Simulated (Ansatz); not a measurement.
System: ZrC, space group Fm-3m (No. 225) (one of a set of cubic test structures, which need not be the stable phase).

One of the inputs:
```
crystal:
  lattice:
    - [0.0, 2.339194154633, 2.339194154633]
    - [2.339194154633, 0.0, 2.339194154633]
    - [2.339194154633, 2.339194154633, 0.0]
  atoms:
    - { symbol: Zr, position: [0.0, 0.0, 0.0] }
    - { symbol: C, position: [0.5, 0.5, 0.5] }
kpoints:
  mp_grid: { grid: [4, 4, 4] }
hamiltonian:
  xc: hse06
  pseudopotentials: { kind: paw, source: ansatz }
scf:
  occupations: { method: fermi_dirac, width: 0.1 }
  convergence: { dr2_threshold: "1e-10 eV" }
  exx: { energy_threshold: "2e-8 eV", singularity: regularized }
output:
  forces: true
  stress: true
  eigenvalues: true
```

Run as:
```bash
ansatz run input.yaml --threads 2
```

Calculation (Ansatz 0.2.0 development build): equation of state of a cubic crystal from periodic Kohn-Sham density functional theory without spin, third-order Birch-Murnaghan fit to the free energies; pressure corrected for the finite basis. Level: HSE06.

- structure type: rock salt
- atoms in cell: 2
- space group number: 225
- lattice centring: face-centred primitive
- k mesh: 4×4×4
- occupation method: Fermi–Dirac
- occupation width: 0.1 eV
- wave cutoff: 820 eV
- datasets: hand-made PAW
- density tolerance: 0 eV
- bands: 12
- density cutoff ratio: 4
- search for lower states: default
- exchange singularity: regularized

Describe the result: the energy above the lowest point against volume. The volume takes the values 12.02, 12.41, 12.80, 13.19, 13.58 Å³/atom.

A third-order Birch–Murnaghan fit gives V0 = 12.86 Å³/atom, B0 = 228 GPa and B′ = 4.3. The energy above the lowest point is 43.9 meV/atom at volume 12.02 Å³/atom and 26.4 meV/atom at 13.58 Å³/atom; the lowest computed point is at volume 12.80 Å³/atom (0.0 meV/atom).

```tsv
volume (Å³/atom)	energy above the lowest point (meV/atom)
12.02	43.9
12.41	11.6
12.80	0.0
13.19	5.8
13.58	26.4
```

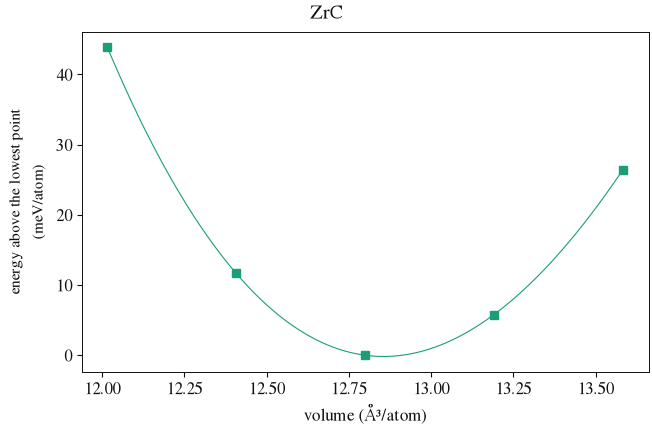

Limits of the calculation: coarse k-mesh, values are not converged in k.
